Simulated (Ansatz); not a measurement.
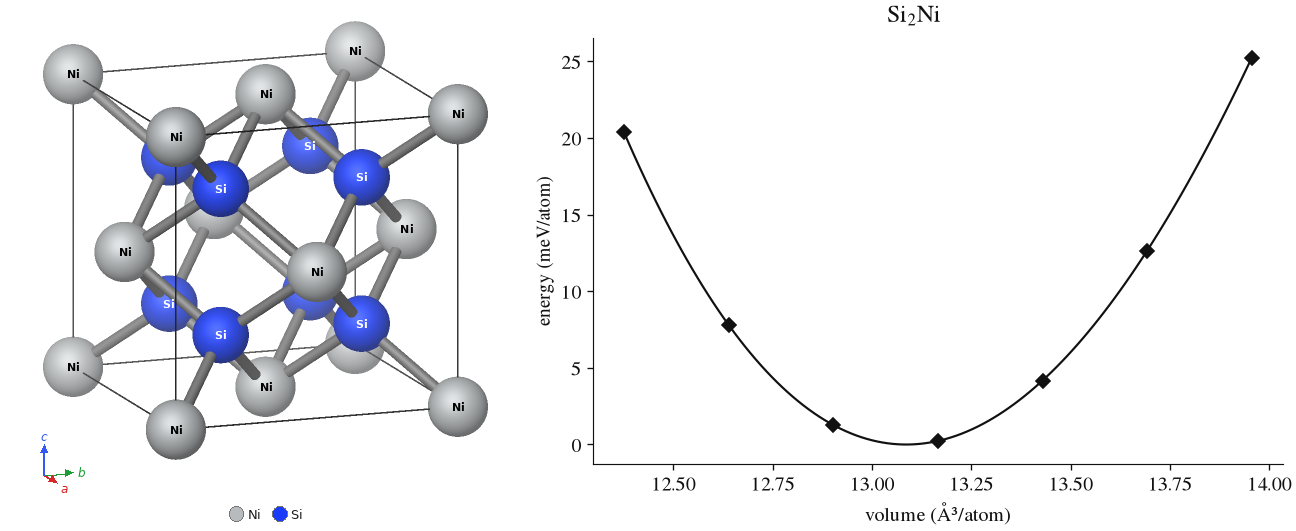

The figure shows the energy against volume for Si₂Ni, space group Fm-3m (No. 225). The conventional cell is drawn beside the plot.

Structure:
```yaml
crystal:
  lattice:
    - [0.00000, 2.70300, 2.70300]
    - [2.70300, 0.00000, 2.70300]
    - [2.70300, 2.70300, 0.00000]
  atoms:
    - { symbol: Ni, position: [0.00000, 0.00000, 0.00000] }
    - { symbol: Si, position: [0.75000, 0.75000, 0.75000] }
    - { symbol: Si, position: [0.25000, 0.25000, 0.25000] }
```

Computed with Ansatz 0.2.0: all-electron LAPW DFT, collinear spins; energies at scaled volumes of the given cell, shape and fractions fixed, counted from the fit's minimum, third-order Birch-Murnaghan fit. Level: PBEsol, collinear spin.

- k mesh: 9×9×9
- occupations: Fermi–Dirac
- smearing width: 0.05 eV
- potentials: all electron LAPW, scalar relativistic
- program settings: basis error eV/atom 0.001

From this curve and the settings, what does the calculation give for the pressure at the same points?

The pressure falls from 9.63 GPa at volume 12.38 Å³/atom to −8.82 GPa at 13.96 Å³/atom, and changes sign near 13.09 Å³/atom.

| volume (Å³/atom) | pressure (GPa) |
| --- | --- |
| 12.38 | 9.63 |
| 12.64 | 5.76 |
| 12.90 | 2.26 |
| 13.17 | −0.92 |
| 13.43 | −3.81 |
| 13.69 | −6.43 |
| 13.96 | −8.82 |

Note: the program warns: seeded moment not kept.
